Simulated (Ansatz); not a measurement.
# Calculations on C

**1. Relaxation**

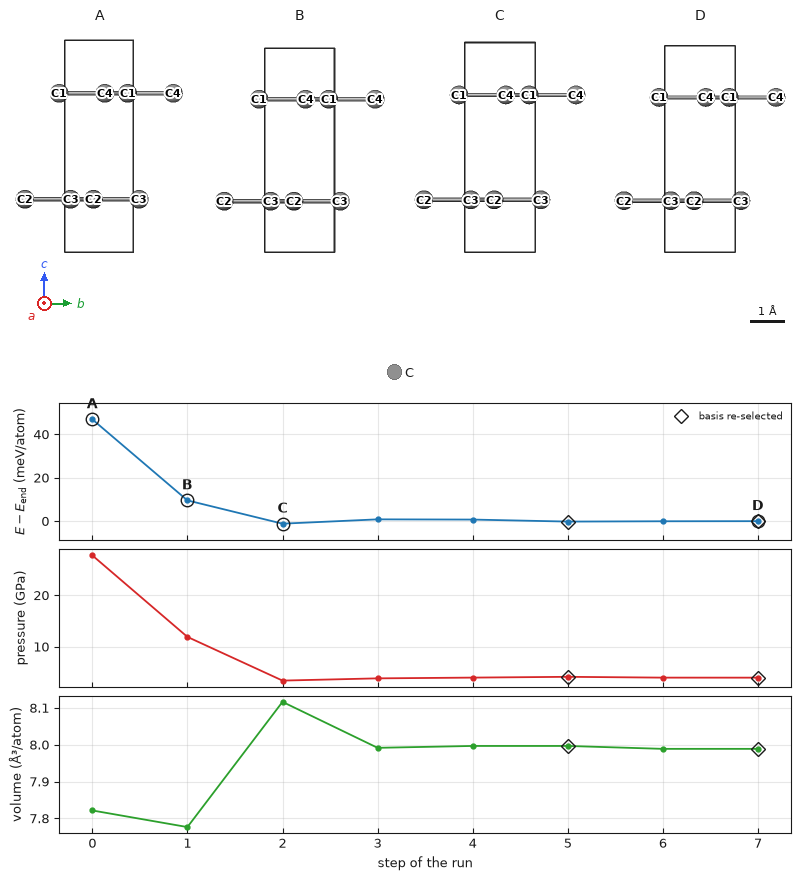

Frames of a relaxation of a crystal of C (set up in Fmmm), marked on the history of the run. A ball-and-stick model of the cell of the calculation, seen along the a axis.

Case: relaxed at 4 GPa.

These are results of DFT LDA, scalar-relativistic, plane waves, PAW in Ansatz 0.2.0, not measurements. (plane-wave cutoff 420 eV; k-point mesh 18 × 18 × 6; occupations gaussian; smearing width 0.1 eV; target pressure 4 GPa; no spin polarisation; cell and atoms relaxed; force threshold 0.008 eV/Å; at most 50 steps)

**What happens along the run?**

The energy falls by 46.9 meV per atom in 5 accepted moves (7 points after the start). With the target pressure of 4 GPa, the enthalpy E + pV changes by −42.7 meV per atom. Largest force component: 0.0028 eV/Å at the start, under 0.0001 eV/Å at the end. The pressure goes from 27.76 to 3.99 GPa. At 2 points the geometry stayed and the basis and grid were re-selected for the new cell (energy shift of 0.9 meV per atom at most each time). No atom moves by more than 0.005 Å relative to the cell. The drawn cell changes as follows: a = b 2.380 → 2.437 Å (+2.4 %), c 6.375 → 6.211 Å (−2.6 %); the volume changes by +2.1 %. Among the contacts that change: C1–C4 1.374 → 1.407 Å. The space group stays Fmmm (No. 69). The run took 64 s on 1 thread of Oxide Virtual Turin-like Processor (Zen 5), on a shared host, peak memory 0.46 GiB. From step 0 to 1: volume −0.6 %, energy −37.3 meV per atom. From step 1 to 2: volume +4.4 %, energy −10.7 meV per atom. From step 2 to 7: volume −1.6 %, energy +1.2 meV per atom.

Limits of the set-up: layers or molecules are held without a dispersion correction, so their spacing is unreliable.

**2. Relaxation**

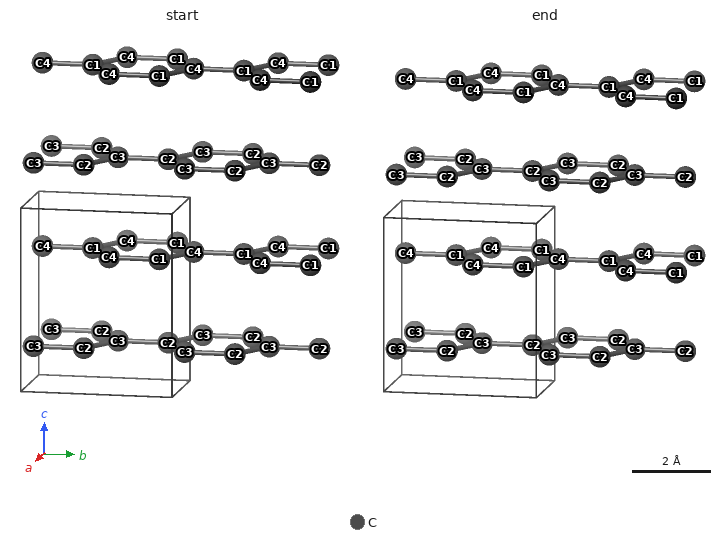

The structure of a crystal of C (set up in Fmmm) before (left) and after (right) a relaxation, at one scale.

A ball-and-stick model of the conventional cell (2 times the calculation's cell), repeated 1 × 2 × 2 with one cell outlined, seen slightly off an axis. Lengths and directions refer to the drawn axes.

Case: relaxed at 90 GPa.

The calculation used DFT LDA, scalar-relativistic, plane waves, PAW in Ansatz.

Input file:
```yaml
crystal:
  lattice:
    - [1.162943386, -2.0004295031, 0.0]
    - [1.162943386, 2.0004295031, 0.0]
    - [0.0, 0.0, 4.8455936287]
  atoms:
    - { symbol: C, position: [0.0838532653, 0.9161467347, 0.75] }
    - { symbol: C, position: [0.5838532653, 0.4161467347, 0.25] }
    - { symbol: C, position: [0.9161467347, 0.0838532653, 0.25] }
    - { symbol: C, position: [0.4161467347, 0.5838532653, 0.75] }
basis:
  ecutwfc: 420
kpoints:
  mp_grid: { grid: [20, 20, 10] }
hamiltonian:
  xc: lda
scf:
  occupations: { method: gaussian, width: 0.1 }
output:
  forces: true
  stress: true
  eigenvalues: true
relax:
  adjacent_minimum: "off"
  f_tol: 0.008
  max_steps: 50
  cell: { stress_tol: 0.08, p_target: 90.0 }
```

Command:
```bash
ansatz run input.yaml --threads 1 --pin off --max-ram 2560MiB --backend cpu --events-out ev --progress --plain --runs-dir out
```

> Describe what moved and what it gained.

The atoms keep their places relative to the cell (all moves are under 0.005 Å). Cell: a 2.326 → 2.359 Å (+1.4 %), b 4.001 → 4.044 Å (+1.1 %), c 4.846 → 4.602 Å (−5.0 %). Volume −2.7 %. Near-neighbour distances that change, for instance: C1–C4 1.343 → 1.362 Å, C1–C4 (another image) 1.329 → 1.341 Å. The space group stays Fmmm (No. 69). The energy rises by 48.8 meV per atom in 6 accepted moves (8 points after the start). With the target pressure of 90 GPa, the enthalpy E + pV changes by −35.2 meV per atom. The largest force component goes from 0.0051 to 0.00011 eV/Å. Pressure: 99.30 GPa at the start and 89.98 GPa at the end. The SCF was repeated twice at an unchanged geometry on a basis and grid sized afresh for the cell, which shifted the energy by 0.9 meV per atom at most. Cost: 72 s on 1 thread of Oxide Virtual Turin-like Processor (Zen 5), with other jobs on the host, peak memory 0.52 GiB.

Limits of the set-up: layers or molecules are held without a dispersion correction, so their spacing is unreliable.

**3. A change**

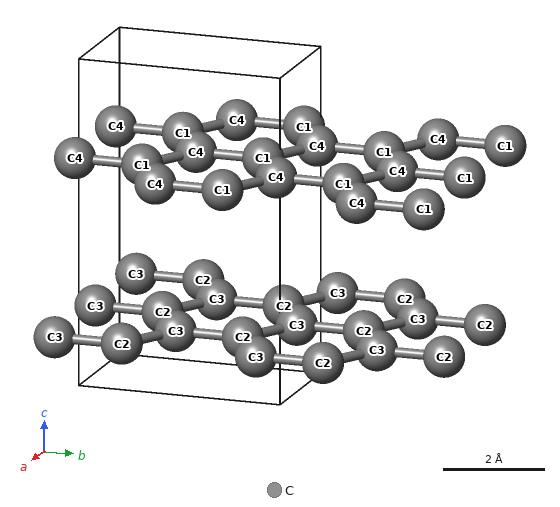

Reference structure: crystalline C. Style: ball-and-stick. Shown: the conventional cell (2 times the calculation's cell), repeated 2 × 2 × 1 with one cell outlined, slightly off an axis. Lengths and directions refer to the drawn axes.

These are results of DFT LDA, scalar-relativistic, plane waves, PAW (Ansatz 0.2.0), not measurements. Settings: plane-wave cutoff 420 eV; occupations gaussian; smearing width 0.1 eV; no spin polarisation. The k-mesh is chosen for each cell (18×18×6, 20×20×8).

Now this is done to it. The crystal is put under a hydrostatic pressure of 50 GPa. Cell and atoms are relaxed at that pressure.

Question: What is the effect?

Answer: It costs 253 meV per atom. (The two runs use different k-meshes.) The pressure goes from 0.0 to 50.0 GPa. The volume changes by −30.0 %, with a 2.446 → 2.389 Å (−2.3 %), b 4.233 → 4.109 Å (−2.9 %), c 6.735 → 4.977 Å (−26.1 %). The atoms keep their places relative to the cell (all moves are under 0.005 Å). Some distances before and after: C–C 1.412 → 1.365 to 1.379 Å. The space group stays Fmmm (No. 69).

The changed structure in the same view:

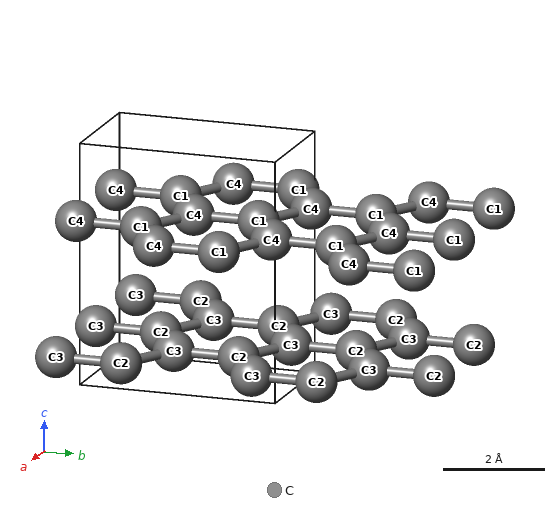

Limits of the set-up: layers or molecules are held without a dispersion correction, so their spacing is unreliable.
